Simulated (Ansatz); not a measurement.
**Si₁₂O₂₃ (charge −2): geometry relaxation (part 1 of 2)**

The run: geometry relaxation of Si₁₂O₂₃ (defect cell, 35 atoms in the cell, total charge −2). Method and program: DFT r2SCAN-D3(BJ), scalar-relativistic, plane waves, PAW, PAW set soft_1, no spin polarisation (Ansatz 0.2.0).

The structure derives from an entry of the Crystallography Open Database. It belongs to a series of runs on one base structure; here: end point B relaxed.

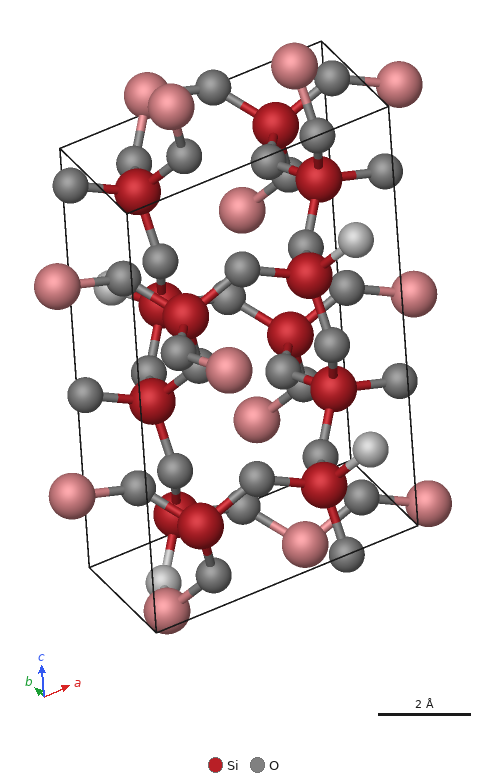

*The starting structure (ball-and-stick view of the cell of the calculation, seen slightly off an axis; neighbours outside the cell are drawn fainter). An atom can appear more than once, as a periodic image.*

The input:
```yaml
crystal:
  lattice:
    - [-2.302, 3.987181, 5.207]
    - [4.604, 0.0, 5.207]
    - [4.604, 7.974362, 0.0]
  atoms:
    - { symbol: Si, position: [0.19376666, 0.63956667, 0.90311666] }
    - { symbol: Si, position: [0.30623333, 0.86043333, 0.06978333] }
    - { symbol: Si, position: [0.25, 0.25, 0.1521] }
    - { symbol: O, position: [0.32461674, 0.41661676, 0.98924162] }
    - { symbol: O, position: [0.55240008, -0.14449992, 0.02624996] }
    - { symbol: O, position: [0.73483341, 0.33973342, 0.17858329] }
    - { symbol: O, position: [0.44759991, 0.14449992, 0.23020004] }
    - { symbol: O, position: [0.05240008, 0.35550008, 0.27624996] }
    - { symbol: O, position: [0.76516658, 0.16026659, 0.9658667] }
    - { symbol: Si, position: [0.19376666, 0.63956667, 0.40311666] }
    - { symbol: Si, position: [0.30623333, 0.86043334, 0.56978333] }
    - { symbol: Si, position: [0.25, 0.25, 0.65209999] }
    - { symbol: O, position: [0.32461675, 0.41661675, 0.48924162] }
    - { symbol: O, position: [0.17538325, 0.08338325, 0.60985837] }
    - { symbol: O, position: [0.73483341, 0.33973342, 0.67858328] }
    - { symbol: O, position: [0.44759991, 0.14449992, 0.73020003] }
    - { symbol: O, position: [0.05240008, 0.35550009, 0.77624995] }
    - { symbol: O, position: [0.76516658, 0.16026659, 0.4658667] }
    - { symbol: Si, position: [0.69376666, 0.13956667, 0.15311666] }
    - { symbol: Si, position: [0.80623333, 0.36043334, 0.31978333] }
    - { symbol: Si, position: [0.75, 0.75, 0.40209999] }
    - { symbol: O, position: [0.82461675, 0.91661675, 0.23924162] }
    - { symbol: O, position: [0.67538325, 0.58338325, 0.35985837] }
    - { symbol: O, position: [0.23483341, 0.83973342, 0.42858329] }
    - { symbol: O, position: [0.94759991, 0.64449992, 0.48020003] }
    - { symbol: O, position: [0.55240008, 0.85550009, 0.52624995] }
    - { symbol: O, position: [0.26516658, 0.66026659, 0.21586671] }
    - { symbol: Si, position: [0.69376666, 0.13956667, 0.65311666] }
    - { symbol: Si, position: [0.80623333, 0.36043334, 0.81978332] }
    - { symbol: Si, position: [0.74999999, 0.75000001, 0.90209999] }
    - { symbol: O, position: [0.82461674, 0.91661676, 0.73924162] }
    - { symbol: O, position: [0.67538324, 0.58338326, 0.85985837] }
    - { symbol: O, position: [0.23483341, 0.83973342, 0.92858328] }
    - { symbol: O, position: [0.94759991, 0.64449992, 0.98020003] }
    - { symbol: O, position: [0.26516658, 0.66026659, 0.7158667] }
total_charge: -2
basis:
  ecutwfc: 500.0
kpoints:
  mp_grid: { grid: [2, 2, 2] }
hamiltonian:
  xc: r2scan
  dispersion: d3bj
  pseudopotentials: { kind: paw, azcp: { folder: soft_1 } }
scf:
  occupations: { method: fermi_dirac, width: 0.05 }
  lower_state_search: "off"
relax:
  f_tol: 0.03
  max_steps: 60
  adjacent_minimum: "off"
```

Launched with:
```bash
ansatz run input.yaml --threads 4 --pin off --max-ram 10240MiB --backend cpu --events-out ev --progress --plain --runs-dir out
```

The program's output:
```
Warning: the engine holds no damping parameters fitted to this dispersion correction and functional, so the run takes those fitted to r2scan beside the three-body term, which d3bj leaves out (hamiltonian.dispersion, under Limitations)
Engine: ansatz 0.2.0, x86_64-unknown-linux-gnu
Pseudopotentials: kind: paw
Pseudopotential: Si, paw, valence charge 4, recommended cutoff 500 eV (meta_gga), [file]
Pseudopotential: O, paw, valence charge 6, recommended cutoff 500 eV (meta_gga), [file]
Functional definition: r2SCAN
  parameter k0 = 0.174
  parameter k1 = 0.065
  parameter a1 = 4.9479
  exchange = r2scan_x(k0 = k0, k1 = k1, a1 = a1)
  correlation = r2scan_c
Crystal: 35 atoms, lattice volume = 382.339 Å³
Basis set: ecut = 500 eV, 9729 PW (Γ), exchange–correlation on 216×216×288 points (64 copies of the dense FFT grid, shifted against one another)
Bands: 129, of which v1, the nominal top of the filled ones, is band 94 counted from 1 (93 counted from 0)
Symmetry: 1 space group operations
Space group: P1 (ITA 1), of the structure as read, at distance tolerance 7.3e-5 Å
k-points: 8
Non-local potential: Si, projectors of the file, l = 0: 2, l = 1: 2, l = 2: 1
Non-local potential: O, projectors of the file, l = 0: 2, l = 1: 2, l = 2: 1
PAW form: soft (Blöchl's): semilocal exchange-correlation on the pseudo side does not see the compensation charge
PAW frozen core: Si, regenerated for the run's functional (the file was generated under x = pbe(κ = 0.804, μ = 0.2195149727645171), c = pbe(β = 0.06672455060314922))
PAW frozen core: O, regenerated for the run's functional (the file was generated under x = pbe(κ = 0.804, μ = 0.2195149727645171), c = pbe(β = 0.06672455060314922))
PAW one-centre angular grid: Si, 302 points (default); XC on 160 Gauss nodes
PAW one-centre angular grid: O, 302 points (default); XC on 160 Gauss nodes
Initial density: superposition of atomic densities (chi_scale 0.1, normalization cell, long waves kept (reshape's long-wave potential 0.19 eV rms))
Initial wavefunctions: pseudopotential atomic-orbital guess
Functional: x = r2scan, c = r2scan; τ floored in thin density (d = 2e-4 eV/Å³)
SCF iter   1: F=-20745.410303 eV  HF=-20775.334812 eV  |F-HF|=2.99e1  |Δ(HF+E_count)|=         —  Δρ=1.18e-1  dr2=5.41e1  dr2_τ=7.06e0  ethr=3.10e-3  ⟨swp⟩=6.0  Hψ=4670  notcnv=0  defer=128
preconditioner: auto → Resta (q_TF=auto, 2.424 Å⁻¹)  ε∞=3.3  [insulator: Δε(μ)=0.614 eV  Ē_g=15.085 eV  σ=0.050 eV  W_gap=1.00  n_scr=94 (ndim 8)  ℏωp=22.6 eV  f_vac=0.000  D(μ)=0.04/eV (n_scr^D=0)  ε∞_Penn≈3.3]
SCF iter   2: F=-20766.037990 eV  HF=-20765.604330 eV  |F-HF|=4.34e-1  |Δ(HF+E_count)|=    9.73e0  Δρ=4.44e-2  dr2=5.04e0  dr2_τ=8.72e-1  ethr=3.10e-3  ⟨swp⟩=3.0  Hψ=2087  notcnv=0  defer=224
preconditioner: auto → Kerker (q_TF=auto, 2.424 Å⁻¹)  [metal: Δε(μ)=0.041 eV  Ē_g=14.424 eV  σ=0.050 eV  W_gap=0.20  n_scr=94 (ndim 8)  ℏωp=22.6 eV  f_vac=0.001  D(μ)=3.83/eV (n_scr^D=14)]
SCF iter   3: F=-20766.900644 eV  HF=-20766.803615 eV  |F-HF|=9.70e-2  |Δ(HF+E_count)|=    1.20e0  Δρ=2.06e-2  dr2=9.70e-1  dr2_τ=6.73e-2  ethr=2.68e-3  ⟨swp⟩=2.8  Hψ=1143  notcnv=0  defer=205
SCF iter   4: F=-20766.996752 eV  HF=-20766.997347 eV  |F-HF|=5.95e-4  |Δ(HF+E_count)|=   1.94e-1  Δρ=3.38e-3  dr2=4.22e-2  dr2_τ=2.93e-3  ethr=5.16e-4  ⟨swp⟩=4.1  Hψ=1921  notcnv=0  defer=203
preconditioner: auto → Resta (q_TF=auto, 2.424 Å⁻¹)  ε∞=3.5  [insulator: Δε(μ)=0.180 eV  Ē_g=14.403 eV  σ=0.050 eV  W_gap=0.50  n_scr=94 (ndim 8)  ℏωp=22.6 eV  f_vac=0.004  D(μ)=3.79/eV (n_scr^D=14)  ε∞_Penn≈3.5]
SCF iter   5: F=-20767.005092 eV  HF=-20767.007571 eV  |F-HF|=2.48e-3  |Δ(HF+E_count)|=   1.02e-2  Δρ=9.69e-4  dr2=4.81e-3  dr2_τ=2.70e-4  ethr=2.24e-5  ⟨swp⟩=2.1  Hψ=1495  notcnv=0  defer=43
automatic band count: iteration 5 solves 109 bands in place of 129: the levels show a gap, and the empty bands left out lie too high to hold charge; the band table lists the bands solved (type scf.n_extra_bands for more)
SCF iter   6: F=-20767.006273 eV  HF=-20767.008207 eV  |F-HF|=1.93e-3  |Δ(HF+E_count)|=   6.36e-4  Δρ=7.21e-4  dr2=2.72e-3  dr2_τ=1.35e-4  ethr=2.56e-6  ⟨swp⟩=5.9  Hψ=2967  notcnv=0  defer=194
automatic band count: iteration 6 solves 129 bands in place of 109: the levels no longer show a gap clear of their residuals, so the SCF keeps every band
SCF iter   7: F=-20767.007876 eV  HF=-20767.007903 eV  |F-HF|=2.67e-5  |Δ(HF+E_count)|=   3.04e-4  Δρ=1.27e-4  dr2=8.45e-5  dr2_τ=4.43e-6  ethr=1.45e-6  ⟨swp⟩=3.0  Hψ=1780  notcnv=0  defer=194
SCF iter   8: F=-20767.007907 eV  HF=-20767.007910 eV  |F-HF|=3.10e-6  |Δ(HF+E_count)|=   7.27e-6  Δρ=5.17e-5  dr2=8.10e-6  dr2_τ=8.30e-7  ethr=1.20e-8  ⟨swp⟩=5.0  Hψ=3834  notcnv=0
SCF 1 converged in 8 iterations: F = -20767.007907 eV  dr2 = 8.10e-6
  greatest PAW one-centre occupation: 0.882 electrons in one spin orbital (limit 2), on the O atom at site 32 (counted from 0), in its partial waves of l = 0
relax step   1: F+E_penalty+E_count = -20767.00790707 eV  Δ(F+E_penalty+E_count) = +0.000e0 eV  max|allowed force component| = 5.327e0 eV/Å  Δτ_max = 0.0000 Å  (8 SCF iters, dr2 threshold 2.25e-5 eV, accepted)
Initial density: handed on by an earlier stage of this run
Initial wavefunctions: those handed on with the density
iter 1 solved again at ethr=1.02e-4 eV; its pass at ethr=3.10e-3 eV (dr2=1.92e-1 eV) is discarded
SCF iter   1: F=-20767.794107 eV  HF=-20767.870339 eV  |F-HF|=7.62e-2  |Δ(HF+E_count)|=         —  Δρ=6.53e-3  dr2=1.91e-1  dr2_τ=2.49e-1  ethr=1.02e-4  ⟨swp⟩=1.5  Hψ=4020  notcnv=0  defer=193
preconditioner: auto → Resta (q_TF=auto, 2.424 Å⁻¹)  ε∞=3.5  [insulator: Δε(μ)=0.118 eV  Ē_g=14.289 eV  σ=0.050 eV  W_gap=0.51  n_scr=94 (ndim 8)  ℏωp=22.6 eV  f_vac=0.007  D(μ)=2.72/eV (n_scr^D=12)  ε∞_Penn≈3.5]
SCF iter   2: F=-20767.882738 eV  HF=-20767.882933 eV  |F-HF|=1.95e-4  |Δ(HF+E_count)|=   1.26e-2  Δρ=3.00e-3  dr2=2.17e-2  dr2_τ=1.59e-3  ethr=1.02e-4  ⟨swp⟩=2.6  Hψ=1503  notcnv=0  defer=193
preconditioner: auto → Kerker (q_TF=auto, 2.424 Å⁻¹)  [metal: Δε(μ)=0.123 eV  Ē_g=14.247 eV  σ=0.050 eV  W_gap=0.43  n_scr=94 (ndim 8)  ℏωp=22.6 eV  f_vac=0.007  D(μ)=4.06/eV (n_scr^D=18)]
SCF iter   3: F=-20767.885253 eV  HF=-20767.886471 eV  |F-HF|=1.22e-3  |Δ(HF+E_count)|=   3.54e-3  Δρ=1.56e-3  dr2=8.47e-3  dr2_τ=2.90e-4  ethr=1.15e-5  ⟨swp⟩=2.0  Hψ=1063  notcnv=0  defer=193
SCF iter   4: F=-20767.886769 eV  HF=-20767.887696 eV  |F-HF|=9.27e-4  |Δ(HF+E_count)|=   1.22e-3  Δρ=4.57e-4  dr2=1.66e-3  dr2_τ=4.91e-5  ethr=4.51e-6  ⟨swp⟩=2.8  Hψ=1506  notcnv=0  defer=193
SCF iter   5: F=-20767.887348 eV  HF=-20767.887639 eV  |F-HF|=2.90e-4  |Δ(HF+E_count)|=   5.73e-5  Δρ=1.67e-4  dr2=4.25e-4  dr2_τ=6.12e-6  ethr=8.84e-7  ⟨swp⟩=2.0  Hψ=1396  notcnv=0  defer=193
SCF iter   6: F=-20767.887471 eV  HF=-20767.887557 eV  |F-HF|=8.52e-5  |Δ(HF+E_count)|=   8.21e-5  Δρ=8.49e-5  dr2=1.09e-4  dr2_τ=1.54e-6  ethr=2.26e-7  ⟨swp⟩=2.0  Hψ=1420  notcnv=0  defer=193
SCF iter   7: F=-20767.887523 eV  HF=-20767.887536 eV  |F-HF|=1.29e-5  |Δ(HF+E_count)|=   2.06e-5  Δρ=4.07e-5  dr2=1.80e-5  dr2_τ=4.85e-7  ethr=5.32e-8  ⟨swp⟩=3.0  Hψ=3482  notcnv=0
SCF 2 converged in 7 iterations: F = -20767.887523 eV  dr2 = 1.80e-5
  greatest PAW one-centre occupation: 0.880 electrons in one spin orbital (limit 2), on the O atom at site 32 (counted from 0), in its partial waves of l = 0
relax step   2: F+E_penalty+E_count = -20767.88752307 eV  Δ(F+E_penalty+E_count) = -8.796e-1 eV  max|allowed force component| = 3.101e0 eV/Å  Δτ_max = 0.1258 Å  (7 SCF iters, dr2 threshold 1.00e-4 eV, accepted)
iter 1 solved again at ethr=5.03e-4 eV; its pass at ethr=3.10e-3 eV (dr2=9.46e-1 eV) is discarded
[...]
preconditioner: auto → Kerker (q_TF=auto, 2.424 Å⁻¹)  [metal: Δε(μ)=0.093 eV  Ē_g=14.150 eV  σ=0.050 eV  W_gap=0.40  n_scr=94 (ndim 8)  ℏωp=22.6 eV  f_vac=0.009  D(μ)=2.99/eV (n_scr^D=12)]
preconditioner: auto → Resta (q_TF=auto, 2.424 Å⁻¹)  ε∞=3.6  [insulator: Δε(μ)=0.339 eV  Ē_g=14.167 eV  σ=0.050 eV  W_gap=0.64  n_scr=94 (ndim 8)  ℏωp=22.6 eV  f_vac=0.009  D(μ)=3.65/eV (n_scr^D=14)  ε∞_Penn≈3.6]
relax step   3: F+E_penalty+E_count = -20768.84918654 eV  Δ(F+E_penalty+E_count) = -9.617e-1 eV  max|allowed force component| = 1.726e0 eV/Å  Δτ_max = 0.1627 Å  (7 SCF iters, dr2 threshold 1.00e-4 eV, accepted)
automatic band count: iteration 1 solves 109 bands in place of 129: the levels show a gap, and the empty bands left out lie too high to hold charge; the band table lists the bands solved (type scf.n_extra_bands for more)
preconditioner: auto → Resta (q_TF=auto, 2.424 Å⁻¹)  ε∞=3.6  [insulator: Δε(μ)=1.153 eV  Ē_g=15.663 eV  σ=0.050 eV  W_gap=1.00  n_scr=94 (ndim 8)  ℏωp=25.1 eV  f_vac=0.014  D(μ)=0.00/eV (n_scr^D=0)  ε∞_Penn≈3.6]
  greatest PAW one-centre occupation: 0.878 electrons in one spin orbital (limit 2), on the O atom at site 7 (counted from 0), in its partial waves of l = 0
relax step   4: F+E_penalty+E_count = -20769.71173871 eV  Δ(F+E_penalty+E_count) = -8.626e-1 eV  max|allowed force component| = 1.841e0 eV/Å  Δτ_max = 0.1919 Å  (6 SCF iters, dr2 threshold 1.00e-4 eV, accepted)
automatic band count: iteration 1 solves 109 bands in place of 129: the levels show a gap, and the empty bands left out lie too high to hold charge; the band table lists the bands solved (type scf.n_extra_bands for more)
preconditioner: auto → Resta (q_TF=auto, 2.424 Å⁻¹)  ε∞=3.5  [insulator: Δε(μ)=2.004 eV  Ē_g=16.607 eV  σ=0.050 eV  W_gap=1.00  n_scr=94 (ndim 8)  ℏωp=26.0 eV  f_vac=0.019  D(μ)=0.00/eV (n_scr^D=0)  ε∞_Penn≈3.5]
relax step   5: F+E_penalty+E_count = -20769.96936156 eV  Δ(F+E_penalty+E_count) = -2.576e-1 eV  max|allowed force component| = 1.794e0 eV/Å  Δτ_max = 0.1859 Å  (6 SCF iters, dr2 threshold 1.00e-4 eV, accepted)
automatic band count: iteration 1 solves 109 bands in place of 129: the levels show a gap, and the empty bands left out lie too high to hold charge; the band table lists the bands solved (type scf.n_extra_bands for more)
preconditioner: auto → Resta (q_TF=auto, 2.424 Å⁻¹)  ε∞=3.4  [insulator: Δε(μ)=1.812 eV  Ē_g=16.724 eV  σ=0.050 eV  W_gap=1.00  n_scr=94 (ndim 8)  ℏωp=26.0 eV  f_vac=0.020  D(μ)=0.00/eV (n_scr^D=0)  ε∞_Penn≈3.4]
relax step   6: F+E_penalty+E_count = -20770.40529321 eV  Δ(F+E_penalty+E_count) = -4.359e-1 eV  max|allowed force component| = 1.432e0 eV/Å  Δτ_max = 0.2000 Å  (6 SCF iters, dr2 threshold 1.00e-4 eV, accepted)
automatic band count: iteration 1 solves 109 bands in place of 129: the levels show a gap, and the empty bands left out lie too high to hold charge; the band table lists the bands solved (type scf.n_extra_bands for more)
preconditioner: auto → Resta (q_TF=auto, 2.424 Å⁻¹)  ε∞=3.4  [insulator: Δε(μ)=1.845 eV  Ē_g=16.799 eV  σ=0.050 eV  W_gap=1.00  n_scr=94 (ndim 8)  ℏωp=26.0 eV  f_vac=0.020  D(μ)=0.00/eV (n_scr^D=0)  ε∞_Penn≈3.4]
relax step   7: F+E_penalty+E_count = -20770.46467479 eV  Δ(F+E_penalty+E_count) = -5.938e-2 eV  max|allowed force component| = 1.077e0 eV/Å  Δτ_max = 0.2000 Å  (6 SCF iters, dr2 threshold 1.00e-4 eV, accepted)
automatic band count: iteration 1 solves 109 bands in place of 129: the levels show a gap, and the empty bands left out lie too high to hold charge; the band table lists the bands solved (type scf.n_extra_bands for more)
preconditioner: auto → Resta (q_TF=auto, 2.424 Å⁻¹)  ε∞=3.4  [insulator: Δε(μ)=1.780 eV  Ē_g=16.767 eV  σ=0.050 eV  W_gap=1.00  n_scr=94 (ndim 8)  ℏωp=26.0 eV  f_vac=0.021  D(μ)=0.00/eV (n_scr^D=0)  ε∞_Penn≈3.4]
  greatest PAW one-centre occupation: 0.877 electrons in one spin orbital (limit 2), on the O atom at site 7 (counted from 0), in its partial waves of l = 0
relax step   8: F+E_penalty+E_count = -20770.54950209 eV  Δ(F+E_penalty+E_count) = -8.483e-2 eV  max|allowed force component| = 3.885e-1 eV/Å  Δτ_max = 0.1032 Å  (6 SCF iters, dr2 threshold 1.00e-4 eV, accepted)
automatic band count: iteration 1 solves 109 bands in place of 129: the levels show a gap, and the empty bands left out lie too high to hold charge; the band table lists the bands solved (type scf.n_extra_bands for more)
preconditioner: auto → Resta (q_TF=auto, 2.424 Å⁻¹)  ε∞=3.4  [insulator: Δε(μ)=1.853 eV  Ē_g=16.737 eV  σ=0.050 eV  W_gap=1.00  n_scr=94 (ndim 8)  ℏωp=26.0 eV  f_vac=0.023  D(μ)=0.00/eV (n_scr^D=0)  ε∞_Penn≈3.4]
relax step   9: F+E_penalty+E_count = -20770.49951162 eV  Δ(F+E_penalty+E_count) = +4.999e-2 eV  max|allowed force component| = 4.878e-1 eV/Å  Δτ_max = 0.2000 Å  (7 SCF iters, dr2 threshold 1.96e-5 eV, rejected (line search))
automatic band count: iteration 1 solves 109 bands in place of 129: the levels show a gap, and the empty bands left out lie too high to hold charge; the band table lists the bands solved (type scf.n_extra_bands for more)
preconditioner: auto → Resta (q_TF=auto, 2.424 Å⁻¹)  ε∞=3.4  [insulator: Δε(μ)=1.865 eV  Ē_g=16.795 eV  σ=0.050 eV  W_gap=1.00  n_scr=94 (ndim 8)  ℏωp=26.0 eV  f_vac=0.021  D(μ)=0.00/eV (n_scr^D=0)  ε∞_Penn≈3.4]
relax step  10: F+E_penalty+E_count = -20770.59124409 eV  Δ(F+E_penalty+E_count) = -4.174e-2 eV  max|allowed force component| = 1.684e-1 eV/Å  Δτ_max = 0.1000 Å  (8 SCF iters, accepted)
automatic band count: iteration 1 solves 109 bands in place of 129: the levels show a gap, and the empty bands left out lie too high to hold charge; the band table lists the bands solved (type scf.n_extra_bands for more)
preconditioner: auto → Resta (q_TF=auto, 2.424 Å⁻¹)  ε∞=3.4  [insulator: Δε(μ)=1.774 eV  Ē_g=16.744 eV  σ=0.050 eV  W_gap=1.00  n_scr=94 (ndim 8)  ℏωp=25.9 eV  f_vac=0.021  D(μ)=0.00/eV (n_scr^D=0)  ε∞_Penn≈3.4]
  greatest PAW one-centre occupation: 0.876 electrons in one spin orbital (limit 2), on the O atom at site 6 (counted from 0), in its partial waves of l = 0
relax step  11: F+E_penalty+E_count = -20770.60681710 eV  Δ(F+E_penalty+E_count) = -1.557e-2 eV  max|allowed force component| = 1.396e-1 eV/Å  Δτ_max = 0.1000 Å  (7 SCF iters, dr2 threshold 3.69e-6 eV, accepted)
automatic band count: iteration 1 solves 109 bands in place of 129: the levels show a gap, and the empty bands left out lie too high to hold charge; the band table lists the bands solved (type scf.n_extra_bands for more)
preconditioner: auto → Resta (q_TF=auto, 2.424 Å⁻¹)  ε∞=3.4  [insulator: Δε(μ)=1.752 eV  Ē_g=16.754 eV  σ=0.050 eV  W_gap=1.00  n_scr=94 (ndim 8)  ℏωp=25.9 eV  f_vac=0.021  D(μ)=0.00/eV (n_scr^D=0)  ε∞_Penn≈3.4]
relax step  12: F+E_penalty+E_count = -20770.61492839 eV  Δ(F+E_penalty+E_count) = -8.111e-3 eV  max|allowed force component| = 1.650e-1 eV/Å  Δτ_max = 0.0654 Å  (6 SCF iters, dr2 threshold 3.66e-6 eV, accepted)
automatic band count: iteration 1 solves 109 bands in place of 129: the levels show a gap, and the empty bands left out lie too high to hold charge; the band table lists the bands solved (type scf.n_extra_bands for more)
preconditioner: auto → Resta (q_TF=auto, 2.424 Å⁻¹)  ε∞=3.4  [insulator: Δε(μ)=1.766 eV  Ē_g=16.755 eV  σ=0.050 eV  W_gap=1.00  n_scr=94 (ndim 8)  ℏωp=25.9 eV  f_vac=0.020  D(μ)=0.00/eV (n_scr^D=0)  ε∞_Penn≈3.4]
relax step  13: F+E_penalty+E_count = -20770.61938220 eV  Δ(F+E_penalty+E_count) = -4.454e-3 eV  max|allowed force component| = 1.118e-1 eV/Å  Δτ_max = 0.0309 Å  (5 SCF iters, dr2 threshold 1.87e-5 eV, accepted)
automatic band count: iteration 1 solves 109 bands in place of 129: the levels show a gap, and the empty bands left out lie too high to hold charge; the band table lists the bands solved (type scf.n_extra_bands for more)
preconditioner: auto → Resta (q_TF=auto, 2.424 Å⁻¹)  ε∞=3.4  [insulator: Δε(μ)=1.759 eV  Ē_g=16.766 eV  σ=0.050 eV  W_gap=1.00  n_scr=94 (ndim 8)  ℏωp=25.9 eV  f_vac=0.020  D(μ)=0.00/eV (n_scr^D=0)  ε∞_Penn≈3.4]
  greatest PAW one-centre occupation: 0.877 electrons in one spin orbital (limit 2), on the O atom at site 6 (counted from 0), in its partial waves of l = 0
relax step  14: F+E_penalty+E_count = -20770.62264765 eV  Δ(F+E_penalty+E_count) = -3.265e-3 eV  max|allowed force component| = 6.018e-2 eV/Å  Δτ_max = 0.0210 Å  (5 SCF iters, dr2 threshold 5.73e-6 eV, accepted)
automatic band count: iteration 1 solves 109 bands in place of 129: the levels show a gap, and the empty bands left out lie too high to hold charge; the band table lists the bands solved (type scf.n_extra_bands for more)
preconditioner: auto → Resta (q_TF=auto, 2.424 Å⁻¹)  ε∞=3.4  [insulator: Δε(μ)=1.774 eV  Ē_g=16.739 eV  σ=0.050 eV  W_gap=1.00  n_scr=94 (ndim 8)  ℏωp=26.0 eV  f_vac=0.020  D(μ)=0.00/eV (n_scr^D=0)  ε∞_Penn≈3.4]
  greatest PAW one-centre occupation: 0.878 electrons in one spin orbital (limit 2), on the O atom at site 6 (counted from 0), in its partial waves of l = 0
relax step  15: F+E_penalty+E_count = -20770.62195453 eV  Δ(F+E_penalty+E_count) = +6.931e-4 eV  max|allowed force component| = 1.240e-1 eV/Å  Δτ_max = 0.1234 Å  (8 SCF iters, dr2 threshold 1.05e-6 eV, rejected (line search))
automatic band count: iteration 1 solves 109 bands in place of 129: the levels show a gap, and the empty bands left out lie too high to hold charge; the band table lists the bands solved (type scf.n_extra_bands for more)
preconditioner: auto → Resta (q_TF=auto, 2.424 Å⁻¹)  ε∞=3.4  [insulator: Δε(μ)=1.777 eV  Ē_g=16.749 eV  σ=0.050 eV  W_gap=1.00  n_scr=94 (ndim 8)  ℏωp=25.9 eV  f_vac=0.020  D(μ)=0.00/eV (n_scr^D=0)  ε∞_Penn≈3.4]
relax step  16: F+E_penalty+E_count = -20770.62710620 eV  Δ(F+E_penalty+E_count) = -4.459e-3 eV  max|allowed force component| = 3.647e-2 eV/Å  Δτ_max = 0.0593 Å  (8 SCF iters, accepted)
automatic band count: iteration 1 solves 109 bands in place of 129: the levels show a gap, and the empty bands left out lie too high to hold charge; the band table lists the bands solved (type scf.n_extra_bands for more)
preconditioner: auto → Resta (q_TF=auto, 2.424 Å⁻¹)  ε∞=3.4  [insulator: Δε(μ)=1.766 eV  Ē_g=16.747 eV  σ=0.050 eV  W_gap=1.00  n_scr=94 (ndim 8)  ℏωp=25.9 eV  f_vac=0.020  D(μ)=0.00/eV (n_scr^D=0)  ε∞_Penn≈3.4]
relax step  17: F+E_penalty+E_count = -20770.62801184 eV  Δ(F+E_penalty+E_count) = -9.056e-4 eV  max|allowed force component| = 2.924e-2 eV/Å  Δτ_max = 0.0389 Å  (8 SCF iters, accepted)
```
